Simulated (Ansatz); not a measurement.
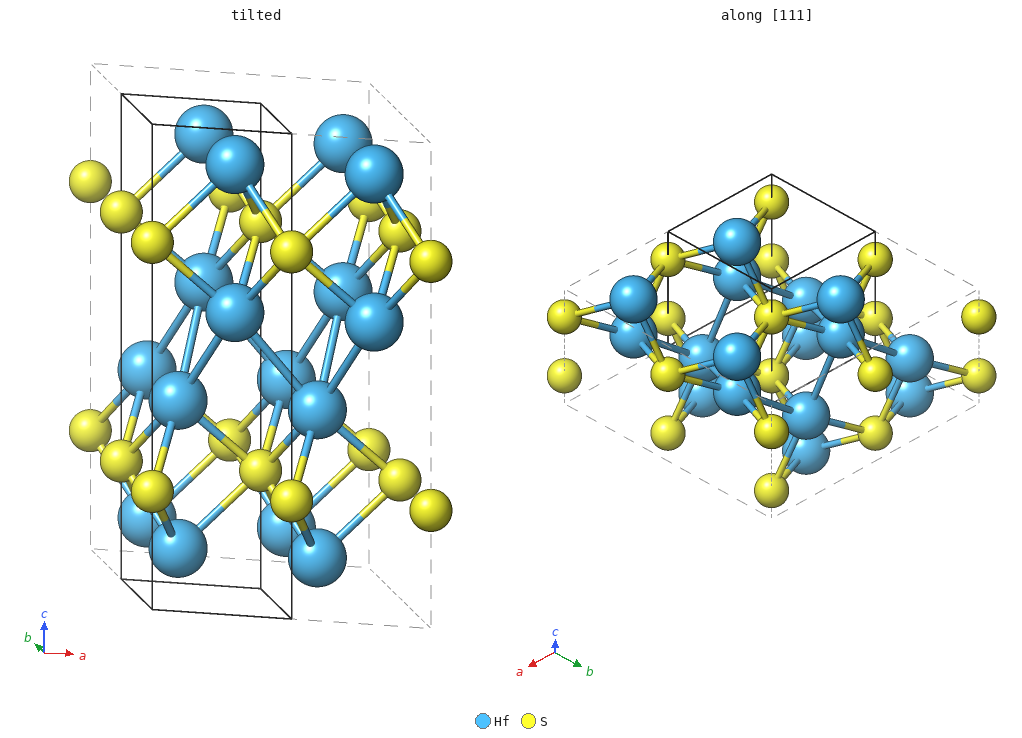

We look at a ball-and-stick model of the crystal slightly off an axis and along [111]. The solid frame is a single conventional unit cell within a 2×2×1 block. Cell: a = 3.347 Å, b = 3.347 Å, c = 11.364 Å, α = 90.00°, β = 90.00°, γ = 120.00°.

Characterise what is shown.

- The stoichiometry is Hf₂S.
- Space group P-3m1 (No. 164), lattice primitive hexagonal.
- It has 6 atoms to the cell (4 Hf, 2 S).
- Each Hf has three Hf and three S (about 2.8 to 3.1 Å to Hf, 2.6 Å to S). The neighbours of S are six Hf in a trigonal prismatic arrangement at about 2.6 Å. Not all metal-metal contacts are counted.
- The bonds build a three-dimensional framework.

Origin of the cell: a structure listed in the Materials Project. The cell was then strained or its atoms displaced on purpose. A calculation with Ansatz used it as input.

At this level of theory the run's own cell isn't at rest (compressed, at 5 GPa and forces up to 2.5 eV/Å), so its distances can differ from those at equilibrium, the more so the softer the solid.
